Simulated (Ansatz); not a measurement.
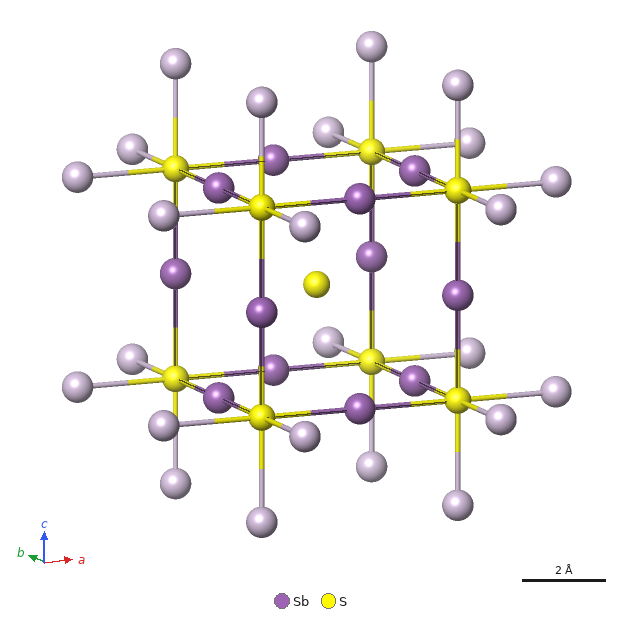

This ball-and-stick model is shown slightly off an axis. The conventional unit cell is outlined; an atom on or near a face, edge or corner is repeated at each equivalent position. Periodic images bonded to atoms of the box are shown as well, in fainter colours. Cell: a = 5.20 Å, b = 5.20 Å, c = 5.20 Å, α = 90.00°, β = 90.00°, γ = 90.00°.

The structure comes from a random cell made by a generator, so it need not be a real form of the compound. Earlier steps of the study, as a rule a relaxation of our own, may have changed the cell and positions, so they can lie some per cent off the listed ones. A calculation with Ansatz used it as input.

Q: Summary of the structure:

A: Formula: Sb3S2. The symmetry is that of Pm-3m (No. 221), on a primitive cubic lattice. In the cell are 3 Sb, 2 S, which makes 1 formula unit. The Sb atoms are each bonded to two S in a linear arrangement at about 2.6 Å. S takes two kinds of site: 1b with no bonds drawn; 1a with six Sb in an octahedral arrangement at about 2.6 Å. The bonds build a three-dimensional framework; some S atoms get no bond from the drawing's distance rule.

Level of theory and settings: Ansatz 0.2.0, DFT PBE, scalar-relativistic, plane waves, PAW, plane-wave cutoff 420 eV, an 8×8×8 grid in reciprocal space, Gaussian smearing of 0.1 eV, no spin polarisation.

Q: Classify it as metallic or gapped, with the value.

A: A metal: bands cross the Fermi level.

Q: List the Bader charges.

A: Sb +0.56 e; S -1.05 to -0.63 e.

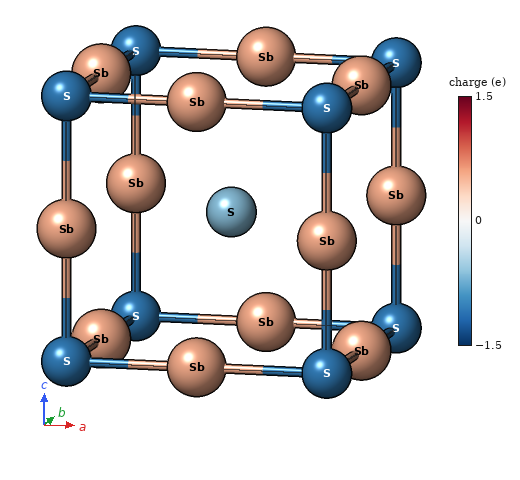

The atoms coloured by those charges. The run's cell of 5 atoms is drawn.

Q: Can this geometry be taken as optimised?

A: Yes. All forces vanish to within 0.01 eV/Å. The pressure is 0.0 GPa, close to zero.
